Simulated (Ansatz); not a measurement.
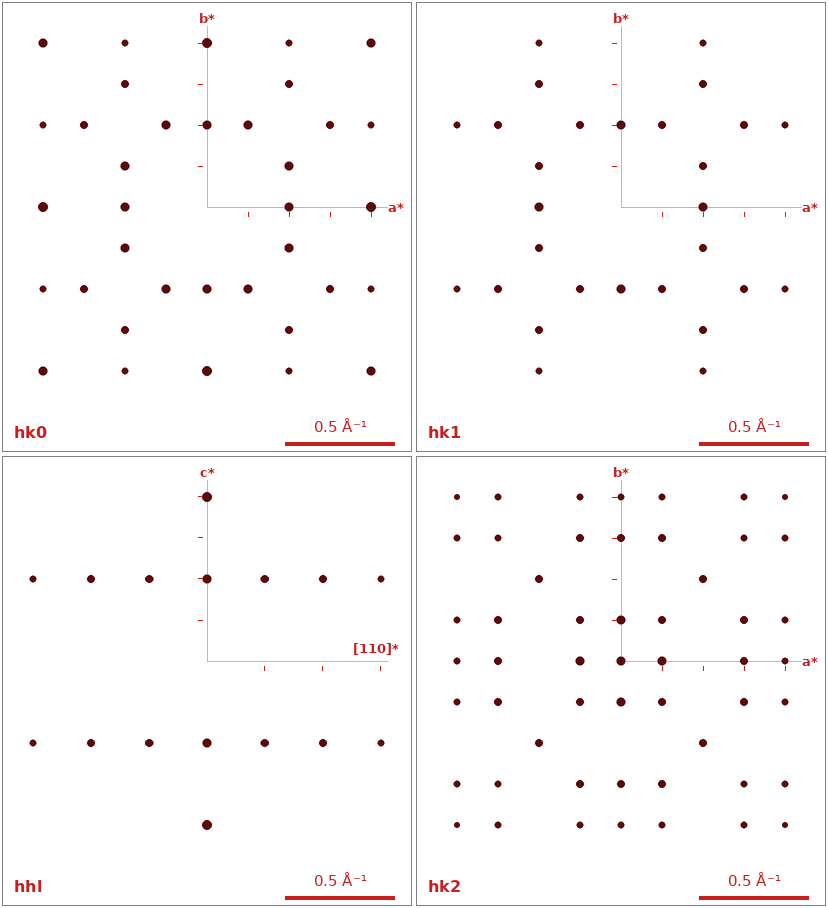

Four undistorted layers of reciprocal space, calculated for a single crystal (X-rays, kinematic |F|², B = 0.5 Å²). Tick marks count the reciprocal lattice steps of the conventional cell along each axis.

The compound is Ge. Structure: the end point of a relaxation with DFT, LDA (PW92), plane waves (420 eV) with PAW, scalar-relativistic (Ansatz); the starting structure was generated, so it need not be a known form of this composition.

What cell do the layers give?

a* = 0.189, b* = 0.189, c* = 0.189 Å⁻¹; the cell is cubic with a = 5.29 Å.

Which reflection conditions do the layers show?

Reflections are present only under these conditions. hkl: no condition; hk0: no condition; hhl: l = 2n; h00: h = 2n. The lattice is primitive (P). Further gaps, such as 0 4 1, 4 0 1, 1 4 0, come from atoms on special positions, not from the group's general conditions. A few very weak reflections are below the display threshold.

Which space groups fit?

The intensities have Laue symmetry m-3m (the hk0 layer shows 4mm, hk1 shows 4mm). With these conditions the candidates are P-43n (No. 218), Pm-3n (No. 223). Diffraction geometry alone does not choose among them; the structure has Pm-3n.
